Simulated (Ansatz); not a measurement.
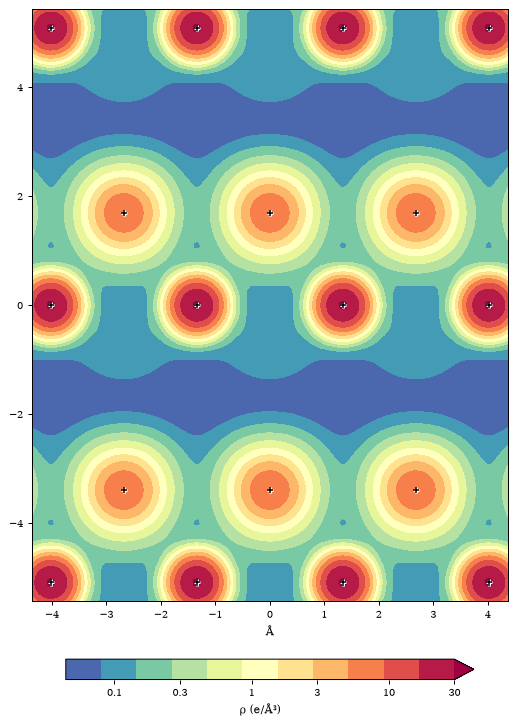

The valence charge density (pseudo) on a plane through atoms (crosses mark nuclei in the plane).

Computed with Ansatz, DFT PBE, scalar-relativistic, plane waves, PAW.

Candidates:
A. MgO, a = 2.94 Å, b = 2.94 Å, c = 2.68 Å, α = 90.00°, β = 90.00°, γ = 120.00°. Space group P-6m2; a structure from a database of computed crystals, not necessarily the ambient phase.
B. Cu, a = 3.63 Å, b = 3.63 Å, c = 3.63 Å, α = 90.00°, β = 90.00°, γ = 90.00°. Space group Fm-3m; computed without spin polarisation.
C. Sn2O, a = 5.21 Å, b = 5.21 Å, c = 5.21 Å, α = 90.00°, β = 90.00°, γ = 90.00°. Space group Pn-3m.

### Which system is this?

Candidate A: MgO on the (110) plane of the conventional cell, which holds Mg and O. Mg–O (2.16 Å): ρ at the midpoint is about 0.31 e/Å³.
